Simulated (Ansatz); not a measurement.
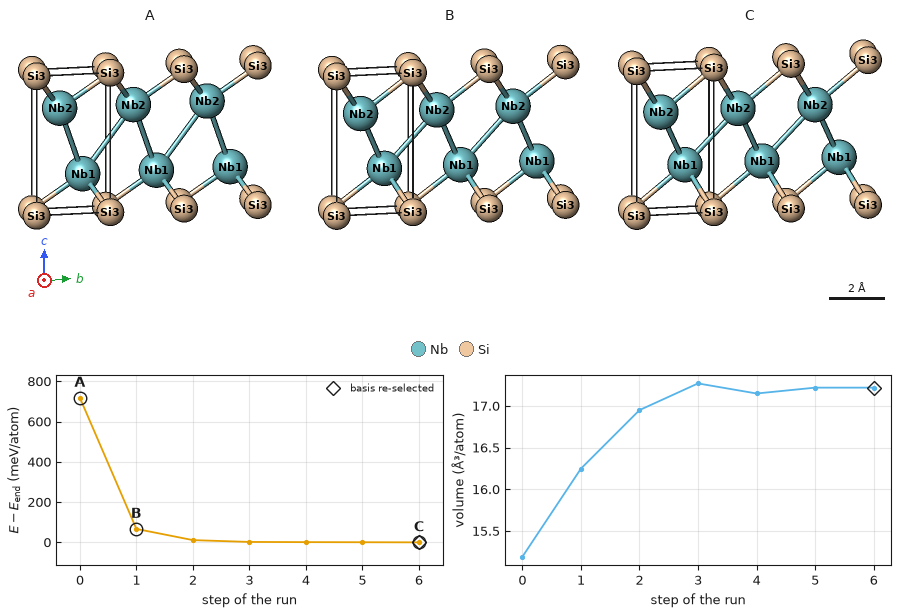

Frames of a relaxation of crystalline Nb$_{2}$Si (a generated structure, set up in P-3m1) (coarse preliminary run), marked on the history of the run. A ball-and-stick model of the cell of the calculation, repeated 1 × 3 × 1 with one cell outlined, seen from a free direction.

Case: C → Si, Ta → Nb on all its sites, cell and atoms relaxed.

These are results of DFT PBEsol, scalar-relativistic, plane waves, PAW in Ansatz 0.2.0, not measurements.

The input:
```yaml
crystal:
  lattice:
    - [3.2107622415, 0.0, 0.0]
    - [-1.6053811207, 2.7806016666, 0.0]
    - [0.0, 0.0, 5.1046474469]
  atoms:
    - { symbol: Nb, position: [0.3333333333, 0.6666666667, 0.2528761941] }
    - { symbol: Nb, position: [0.6666666667, 0.3333333333, 0.7471238059] }
    - { symbol: Si, position: [0.0, 0.0, 0.0] }
basis:
  ecutwfc: 420
kpoints:
  mp_grid: { grid: [6, 6, 4] }
hamiltonian:
  xc: pbesol
scf:
  occupations: { method: gaussian, width: 0.1 }
output:
  forces: true
  stress: true
  eigenvalues: true
relax:
  adjacent_minimum: "off"
  f_tol: 0.05
  max_steps: 60
  cell: { stress_tol: 0.5 }
```

Run as
```bash
ansatz run input.yaml --threads 1 --pin off --max-ram 2560MiB --backend cpu --events-out ev --progress --plain --runs-dir out
```

Q: What happens along the run?

A: After 5 accepted moves (6 points after the start) the energy has fallen by 718 meV per atom. The largest force component goes from 6.2 to 0.042 eV/Å. Pressure: 47.13 GPa at the start and 0.10 GPa at the end. The SCF was repeated once at an unchanged geometry on a basis and grid sized afresh for the cell, which shifted the energy by 0.6 meV per atom at most. The largest moves relative to the cell, 0.28 Å, are those of Nb1 and Nb2. Nb2 goes along −c. Si stays in place. The volume changes by +13.4 %, with a = b 3.211 → 3.356 Å (+4.5 %), c 5.105 → 5.295 Å (+3.7 %). Near-neighbour distances that change, for instance: Nb1–Nb2 3.178 → 3.776 Å, Nb1–Nb2 (another image) 3.131 → 2.824 Å, Nb1–Si3 2.259 → 2.526 Å, Nb1–Nb1 3.211 → 3.356 Å. Bond angles that change, for instance: Nb2–Nb1–Si3 161.2° → 173.2°, Nb2–Nb1–Nb2 61.7° → 72.9°, Nb1–Si3–Nb2 89.4° → 96.7°. The space group stays P-3m1 (No. 164). The run took 7.9 s on 1 thread of Arm Neoverse V2, with other jobs on the host, peak memory 0.32 GiB. From step 0 to 1: Nb atoms move most (0.19 Å), volume +7.0 %, energy −651 meV per atom. From step 1 to 6: Nb atoms move most (0.08 Å), volume +6.0 %, energy −66.7 meV per atom.

| step | E − E(0), meV/atom | largest force component, eV/Å | pressure, GPa | volume, Å³/atom | note |
| --- | --- | --- | --- | --- | --- |
| 0 | 0.00 | 6.1615 | 47.13 | 15.191 |  |
| 1 | -651.33 | 1.2062 | 13.12 | 16.248 |  |
| 2 | -706.88 | 0.4629 | 3.06 | 16.950 |  |
| 3 | -715.96 | 0.1912 | -0.18 | 17.270 |  |
| 4 | -716.89 | 0.1497 | 0.67 | 17.150 |  |
| 5 | -717.43 | 0.0424 | 0.07 | 17.220 |  |
| 6 | -717.99 | 0.0420 | 0.10 | 17.220 | same geometry, new basis |
